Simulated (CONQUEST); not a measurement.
## A series of single points on MgO2

System: MgO2 (Pa-3, 12 atoms in the cell).
Method: Kohn-Sham DFT of a periodic cell, PBEsol, PseudoDojo NC PBEsol, no spin polarisation (CONQUEST 1.3).

The 7 runs differ only in the geometry, by an even scaling of the cell at fixed fractional positions. The structure derives from a Materials Project entry.

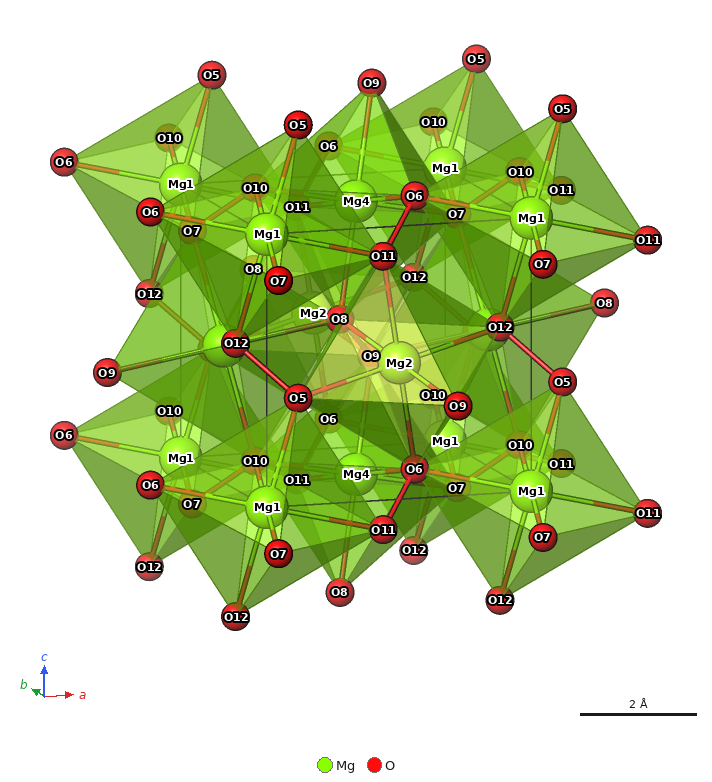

Figure 1. The structure of run 4 (polyhedral view of the cell of the calculation, seen slightly off an axis; polyhedra are completed across the faces of the cell; atoms are numbered from 1 in the order of the input).

## Input of run 4
```
IO.Title MgO2
IO.Coordinates coords.dat
IO.FractionalAtomicCoords T
IO.Iprint 2
IO.Iprint_init 1
General.NumberOfSpecies 2
General.PseudopotentialType hamann
AtomMove.TypeOfRun static
AtomMove.FullStress T
Grid.PointsAlongX 60
Grid.PointsAlongY 60
Grid.PointsAlongZ 60
DM.SolutionMethod diagon
Diag.MPMesh T
Diag.GammaCentred T
Diag.MPMeshX 5
Diag.MPMeshY 5
Diag.MPMeshZ 5
Diag.kT 0.00183747
minE.SCTolerance 1e-6
SC.MaxIters 100
IO.AtomChargeOutput T
%block ChemicalSpeciesLabel
1 24.310 Mg
2 16.000 O
%endblock
```

Command:
```bash
Conquest
```

Lattice vectors (Å) and fractional positions of run 4:
```
   4.828612    0.000000    0.000000
   0.000000    4.828612    0.000000
   0.000000    0.000000    4.828612
Mg  0.000000  0.000000  0.000000
Mg  0.500000  0.000000  0.500000
Mg  0.000000  0.500000  0.500000
Mg  0.500000  0.500000  0.000000
O   0.089424  0.910576  0.410576
O   0.589424  0.089424  0.089424
O   0.910576  0.589424  0.910576
O   0.410576  0.410576  0.589424
O   0.589424  0.589424  0.410576
O   0.089424  0.410576  0.089424
O   0.410576  0.910576  0.910576
O   0.910576  0.089424  0.589424
```

Run 6 has the same physical settings and fractional positions; its lattice vectors (Å) are:
```
   4.892154    0.000000    0.000000
   0.000000    4.892154    0.000000
   0.000000    0.000000    4.892154
```

## Results, with one run withheld

| run | volume per atom (Å³) | free energy per atom, from the lowest run given (meV) | pressure (GPa) | gap on the mesh (eV) |
| --- | --- | --- | --- | --- |
| 1 | 8.819 | 34.03 | 14.91 | 4.10 |
| 2 | 9.007 | 19.15 | 10.79 | 3.98 |
| 3 | 9.194 | 8.80 | 6.99 | 3.85 |
| 4 | 9.382 | 2.54 | 3.68 | 3.74 |
| 5 | 9.569 | 0.00 | 0.49 | 3.62 |
| 6 | 9.757 | ? | ? | ? |
| 7 | 9.945 | 4.88 | −4.55 | 3.41 |

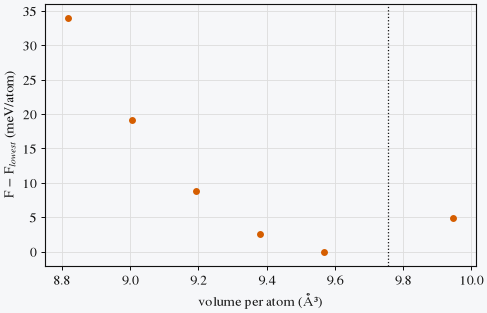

Figure 2. Free energy per atom of the runs given; the dotted line marks run 6.

What should run 6 give?

A cubic polynomial in V^(−2/3) (the Birch–Murnaghan form), fitted to the 6 runs given, misses them by at most 0.01 meV per atom. With x = V^(−2/3) − 0.22601 Å⁻², it reads F = 4.5675 + 1929.6 x + 1.9929e+05 x² − 1.4609e+05 x³ (meV per atom). At run 6 it gives 0.88 meV per atom, and the run itself gives 0.94. The slope of the fit gives a pressure −dF/dV of −2.12 GPa there, and the run prints −2.09 GPa. The fit has its minimum at 9.613 Å³ per atom, where V d²F/dV² gives 146 GPa. Cell shape and fractional positions are held, so this is the stiffness under even scaling; the relaxed bulk modulus wasn't computed. The gap on the mesh goes, without turning, from 4.10 eV in run 1 to 3.41 eV in run 7; run 6 has 3.52 eV. These are gaps of this functional on this mesh, which can miss the band edges; they aren't the measured gap.

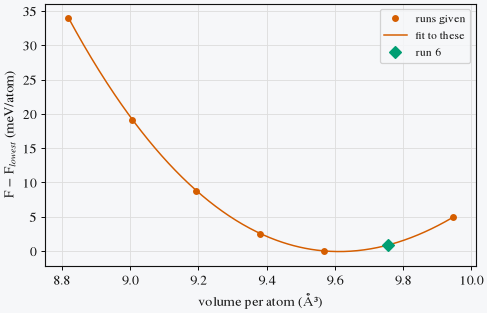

Figure 3. The fit and the withheld run.

## Some lines of the output (run 6)
```
[...]
      Using Fermi-Dirac smearing
          DFT Total Energy                 :      -368.982439401234558 Ha
          DFT Total Energy                 :      -369.092093954360394 Ha
          DFT Total Energy                 :      -369.095871295380903 Ha
          DFT Total Energy                 :      -369.096441199968353 Ha
          DFT Total Energy                 :      -369.096463916209132 Ha
          DFT Total Energy                 :      -369.096464030349750 Ha
          DFT Total Energy                 :      -369.096464035311158 Ha
      |* DFT total energy        =      -369.096464035311158 Ha
    force: Average pressure:     -2.09055364 GPa
```

Notes: With a small basis of atomic orbitals these values can differ much from converged plane-wave results.
